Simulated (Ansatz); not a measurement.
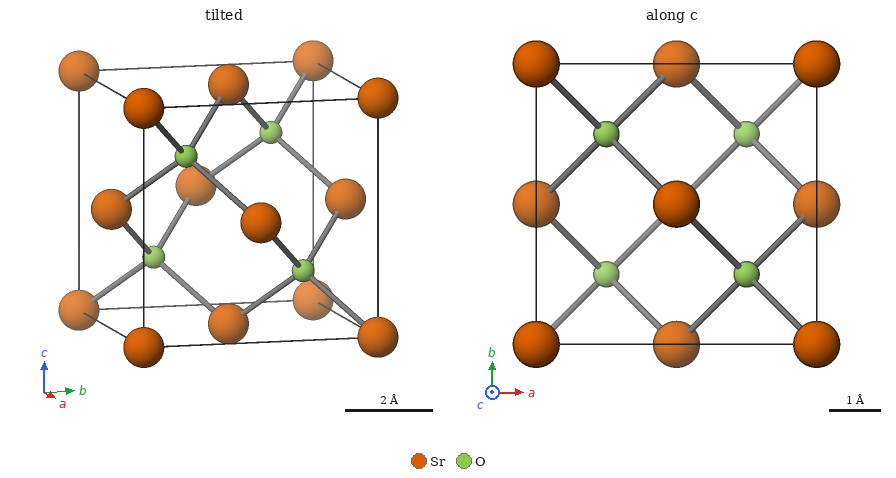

This ball-and-stick model is shown slightly off an axis and along the c axis. The edges of the drawn cell (a repeat of the simulation cell) are marked.

SrO, a = 5.602 Å, b = 5.602 Å, c = 5.585 Å, α = 90.00°, β = 90.00°, γ = 90.00°. Strictly the space group is I-4m2 (No. 119, within 0.01 Å). It is a distorted form of a face-centred cubic structure, space group F-43m (No. 216) within 0.25 Å: zinc blende (sphalerite type). Its origin is a structure type filled with these elements by a generator (whether the compound takes this form wasn't checked). The cell was then strained or its atoms displaced on purpose. It was run through Ansatz as a DFT input.

This one geometry was computed with Ansatz (DFT, plane waves, PAW) at three levels of theory: PBE, HSE06 and r2SCAN. It was relaxed with r2SCAN and then strained.

Q: How does the band gap change with the level of theory?

A: PBE: a gap of 2.50 eV, indirect; r2SCAN: a gap of 2.87 eV, indirect; HSE06: a gap of 3.83 eV, indirect.

Q: Collect the results in a table.

A:
| level | cutoff (eV) | k-mesh of the run's cell | gap (eV) | pressure (GPa) |
| --- | --- | --- | --- | --- |
| PBE | 420 | 8×8×8 | 2.50 | 0.6 |
| HSE06 | 420 | 6×6×6 | 3.83 | -0.7 |
| r2SCAN | 500 | 8×8×8 | 2.87 | -0.4 |

Gaps are taken on the k-mesh or band path of each run.
